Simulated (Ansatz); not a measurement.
**Ti3O4: density, localisation and related maps**

Input file:

```
crystal:
  lattice:
    - [-2.0621795894, 2.0621795894, 4.0790667288]
    - [2.0621795894, -2.0621795894, 4.0790667288]
    - [2.0621795894, 2.0621795894, -4.0790667288]
  atoms:
    - { symbol: Ti, position: [0.25, 0.75, 0.5] }
    - { symbol: Ti, position: [0.5, 0.5, 0.0] }
    - { symbol: Ti, position: [0.75, 0.25, 0.5] }
    - { symbol: O, position: [0.0128584845, 0.5128584845, 0.525716969] }
    - { symbol: O, position: [0.2572583145, 0.2572583145, 0.025716969] }
    - { symbol: O, position: [0.5128584845, 0.0128584845, 0.525716969] }
    - { symbol: O, position: [0.7684586545, 0.7684586545, 0.025716969] }
basis:
  ecutwfc: 500
kpoints:
  mp_grid: { grid: [14, 14, 14] }
hamiltonian:
  xc: r2scan
scf:
  occupations: { method: gaussian, width: 0.15 }
output:
  forces: true
  stress: true
  eigenvalues: true
  write_density: true
  write_potential: true
  elf: true
  volumetric_format: npy
```

Run with:

```sh
ansatz run input.yaml --threads 2 --pin off --max-ram 5120MiB --backend cpu --events-out ev --progress --plain --runs-dir out
```

Below, planes, directions and counts refer to the conventional cell (a = 5.83 Å, b = 8.16 Å, c = 5.83 Å, α = 90.00°, β = 90.00°, γ = 90.00°).

Space group Fmm2; a structure from a database of computed crystals, not necessarily the ambient phase; changed on purpose from its base cell (all O atoms moved +0.075 Å, as atom 4 along Cartesian [1 1 0]); not relaxed (largest force 1.0 eV/Å); computed without spin polarisation.

Method: Ansatz 0.2.0, DFT r2SCAN, scalar-relativistic, plane waves, PAW.

In a PAW calculation such maps are meaningful between the atoms, not at the nuclei.

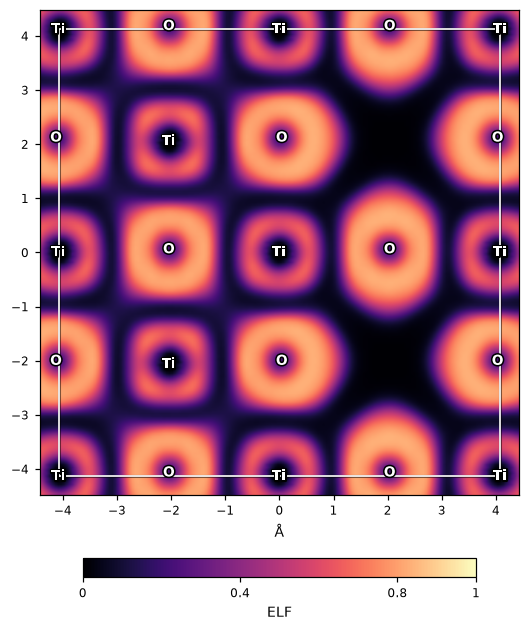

Figure 1. Electron localisation function on the (101) plane of the conventional cell.

**Read the bonding off the picture.**

Atoms in the plane: Ti and O. Ti–O (2.01 Å): the ELF peaks at about 0.80 in the valence shell of O, 0.6 Å from its nucleus, and is about 0.15 at the midpoint (no localised pair shows between them). Ti–Ti (2.90 Å): the ELF is about 0.15 at the midpoint: no localised pair shows between them. Ti–O (2.12 Å): the ELF peaks at about 0.80 in the valence shell of O, 0.6 Å from its nucleus, and is about 0.10 at the midpoint (no shared electron pair shows on this line). The features right at Ti lie inside the PAW spheres, where the map follows smoothed inner orbitals and isn't to be read closely.

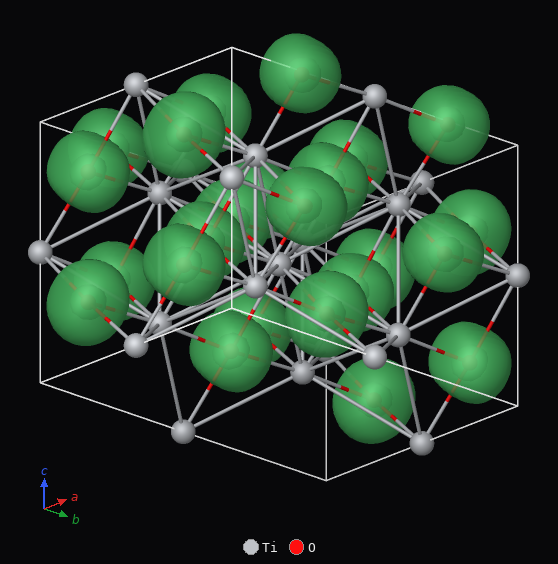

Figure 2. Isosurface of the electron localisation function at 0.7 (green), seen at an oblique angle. Core shells and regions of very low density are left out. Sticks mark near contacts.

**What do the ELF domains correspond to?**

The surface consists of 16 regions wrapped around O (the valence shell of each), counted in one cell of 28 atoms. Regions shared between cells count once.

**Metal or insulator at this level of theory?**

It is gapless in this calculation (a metal or semimetal); semilocal functionals without U, or without the true magnetic order, often close the gap of such compounds.
